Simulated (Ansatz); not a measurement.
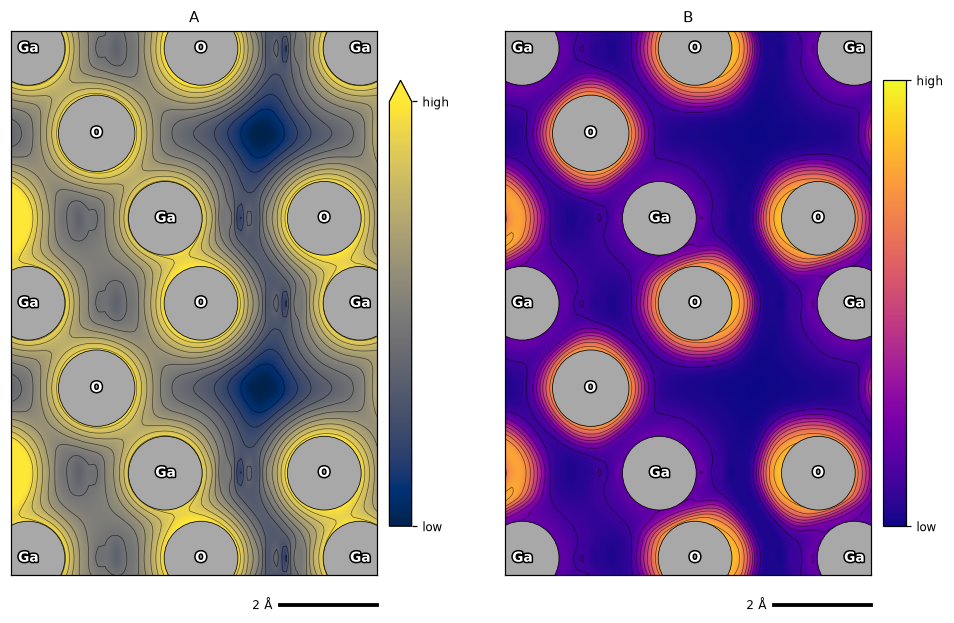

Ga2O3: 2 fields on the (110) plane of the conventional cell, with unlabelled colour scales. Grey discs cover the atomic cores.

Space group P-3m1; a structure generated by program, which may or may not match a known phase.

All numbers below come from DFT PBE+D3(BJ), scalar-relativistic, plane waves, PAW (Ansatz 0.2.0).

### Which field does each panel show? The fields are: electron localisation function and valence pseudo-density.

Panel A: valence pseudo-density. Panel B: electron localisation function. From the grid: Ga–O (1.89 Å): ρ is about 0.77 e/Å³ halfway; the ELF peaks at about 0.85 in the valence shell of O, 0.6 Å from its nucleus, and is about 0.40 at the midpoint.
